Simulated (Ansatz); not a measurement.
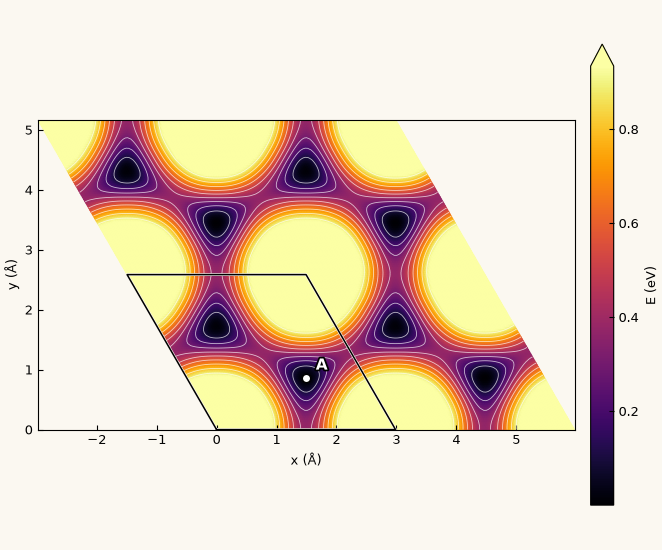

H on a Ta(111) slab cut from the Fm-3m phase, its upper half relaxed before the scan (3 atoms of substrate and one adsorbate in a 1 × 1 cell). 
- H is moved over the surface cell; relaxed at each place: the height of the adsorbate's atoms; substrate rigid; the origin of the map has the adsorbate above Ta3.
- Places are given modulo a cell vector. The map is drawn in real space over the plane of the surface.
- The grid has 6 × 6 points; 10 points were computed and 26 follow by symmetry.
- All energies are given in eV relative to the lowest grid point.
- With one adsorbate in each 1 × 1 cell, its nearest image is 3.0 Å away, so neighbouring adsorbates interact.
- These are results of Ansatz, DFT PBE, scalar-relativistic, plane waves, PAW, not measurements. Settings: cutoff 420 eV, k-mesh 9×9×1, gaussian smearing 0.1 eV, no spin polarisation.

Drawn: a smooth colour map with a few white contour lines, the outline of one cell of the 2 × 2 shown, one colour for all values above the top of the scale, the point A. Between grid points the surface is interpolated.

Q: What is the easiest way out of the well at A, and how high is the barrier?

A: The easiest path leads from the well at a threefold hollow over a third-layer Ta atom, (4/6, 2/6) of the cell vectors to the well at a threefold hollow over a second-layer Ta atom, (2/6, 4/6) of the cell vectors, about 0.011 eV higher. Its highest point lies about 0.37 eV above the bottom of the first well on the interpolated surface, at a bridge site between two Ta atoms, (0/6, 3/6) of the cell vectors. This is the barrier on the constrained surface; relaxing the other coordinates would change it.

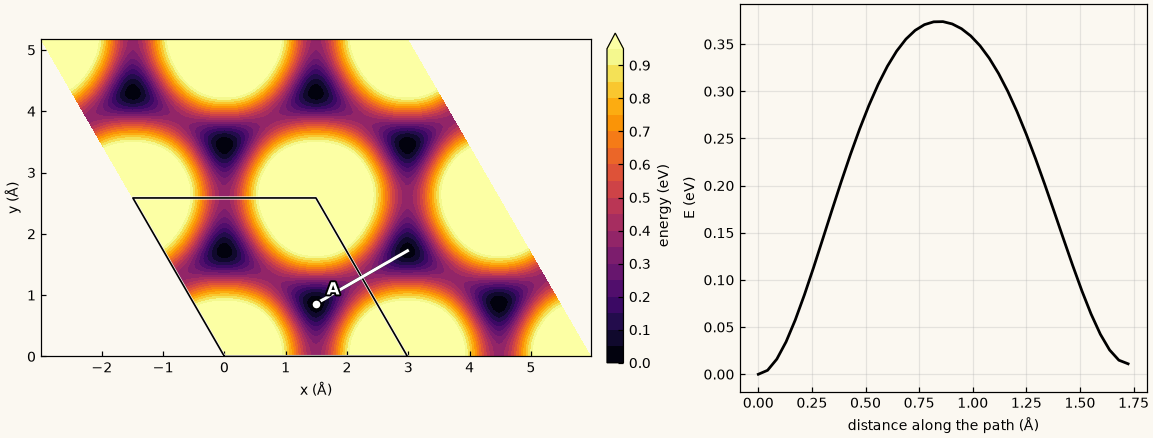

The picture shows filled contours, a line along the lowest path, the outline of one cell of the 2 × 2 shown, one colour for all values above the top of the scale, the energy along the path at the right. Between grid points the surface is interpolated.
